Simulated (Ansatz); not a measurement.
**Geometry relaxation of C10O (part 5 of 5)**

The same run, continued: C10O (slab, 11 atoms in the cell); DFT PBEsol, scalar-relativistic, plane waves, PAW, spin-polarised (Ansatz 0.2.0); cutoff 420 eV, 12×12×1 k-mesh, Gaussian smearing of 0.05 eV, collinear spins. The structure derives from an entry of the Crystallography Open Database. The input holds or restrains some coordinates. Forces given for the steps count only the free coordinates. It belongs to a series of runs on one base structure; here: O put at a hollow C-C site.

Geometry of the input (Å; fractional positions):
```
2.4988  0.0000  0.0000
-1.2494  2.1640  0.0000
0.0000  0.0000  27.8443
C  0.3333  0.6667  0.3053
C  0.6667  0.3333  0.3240
C  0.6667  0.3333  0.3800
C  0.3333  0.6667  0.3988
C  0.3333  0.6667  0.4547
C  0.6667  0.3333  0.4675
C  0.6667  0.3333  0.5764
C  0.3333  0.6667  0.5767
C  0.3333  0.6667  0.7160
C  0.6667  0.3333  0.7160
O  0.0000  0.0000  0.6816
```

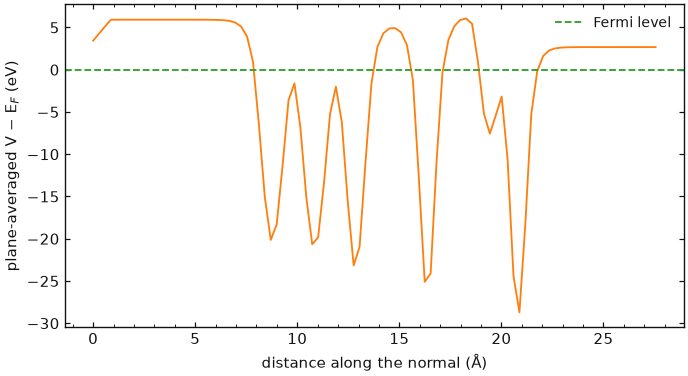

Fig. 1: Plane average of the electrostatic potential energy of an electron across the cell, from the Fermi level. The vacuum level lies 2.68 eV above the Fermi level on the upper side and 5.92 eV on the lower.

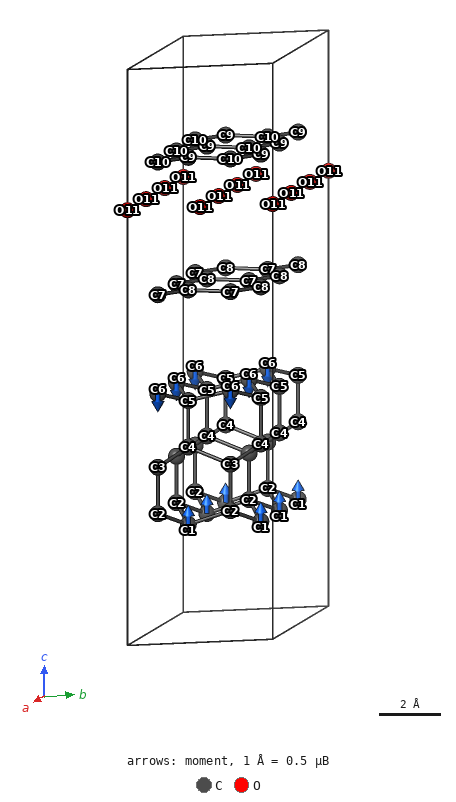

Fig. 2: Magnetic moments of the sites as blue arrows (ball-and-stick view of the 3 × 2 repeat of the cell, with the vacuum cut short, seen slightly off an axis; atoms are numbered from 1 in the order of the input); small moments hardly show. The run is collinear, so the axis drawn is arbitrary. Site moments: C1 (0.34 μB); C6 (−0.32 μB); C4 (−0.06 μB). They are counted near the atoms and needn't add up to the moment of the cell.

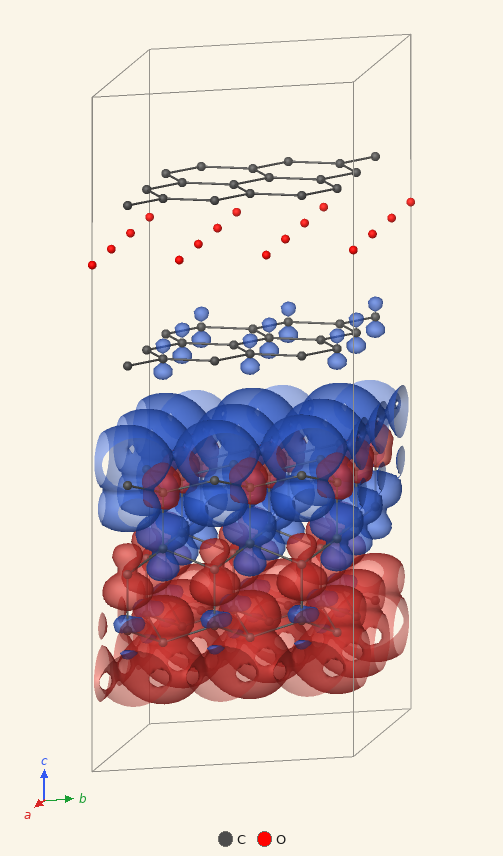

Fig. 3: Isosurfaces of the spin density at +0.015 (red) and −0.015 e/Å³ (blue), seen slightly off an axis. Sticks mark near contacts. The cell of the calculation (11 atoms) carries 0.0 μB net. The fields are those of the smooth PAW valence density.

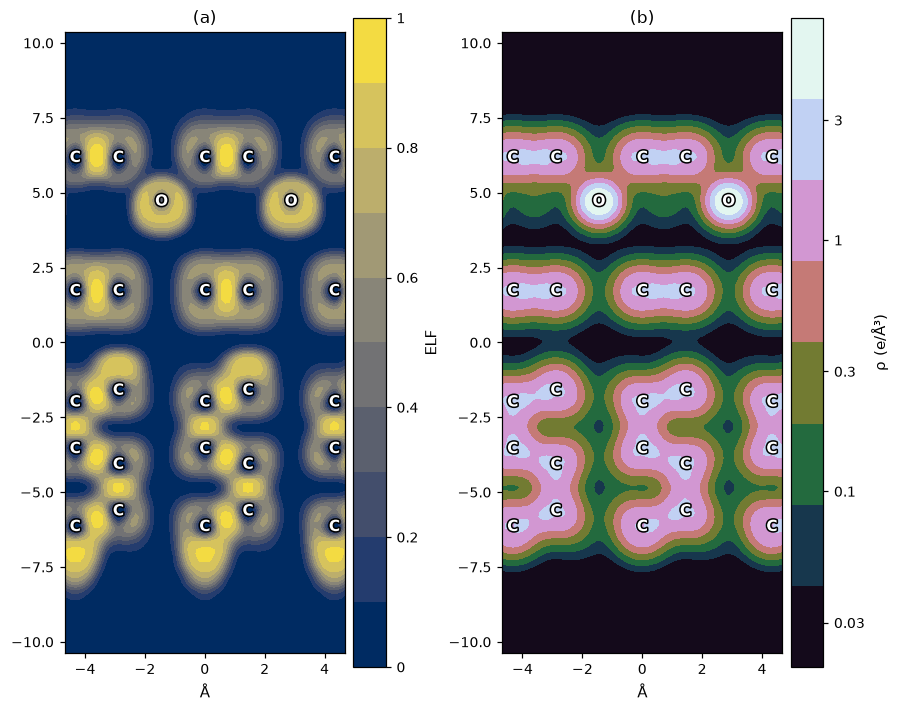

Fig. 4: (a) ELF; (b) valence electron density on the (110) plane of the calculation cell, a cut from vacuum to vacuum. Atoms in the plane: C and O. C–C (1.44 Å): the density is about 2 e/Å³ at the midpoint; the ELF peaks at about 0.95 between the atoms, which marks localised, shared-pair bonding. The density dies away to nearly zero in the vacuum.

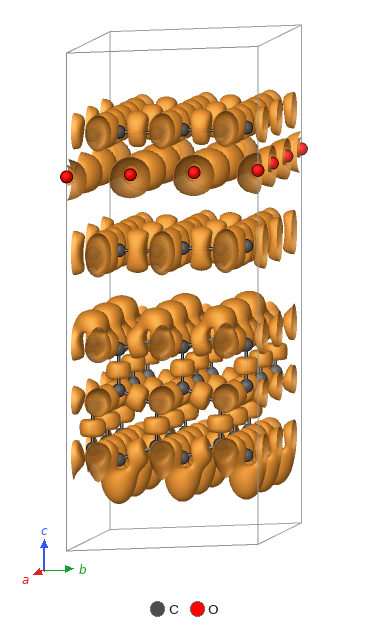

Fig. 5: Isosurface of the ELF at 0.7 (orange), seen slightly off an axis. Only the valence region is drawn (cores and ρ < 0.01 e/Å³ removed). Sticks mark near contacts. Profiles from the grid: C–C (1.44 Å): the ELF peaks at about 0.95 between the atoms, which marks a covalent bond.

Summary

| quantity | value |
| --- | --- |
| outcome | converged under the restraints of the input |
| electrons treated | 46 |
| free energy | −3016.8427 eV |
| work function, top face | 2.68 eV |
| work function, bottom face | 5.92 eV |
| Fermi energy | 2.664 eV |
| gap on the k-point mesh | none (metallic) |
| net moment of the cell | 0.01 μB |
| integrated absolute moment | 1.75 μB |
| final volume | 150.57 Å³ |
| work function (upper face) | 2.68 eV |
| largest force (length of the vector) at the end, held atoms and coordinates included | 4.166 eV/Å |
| hardware | 2 threads of Intel Xeon (Granite Rapids), 192 GiB of memory available, shared host |
| wall time | 93 s (CPU time 3 min) |
| peak memory | 0.7 GiB |

The electronic state found may not be the lowest one. Notes on the run: the exchange-correlation potential is rough where the density is thin.
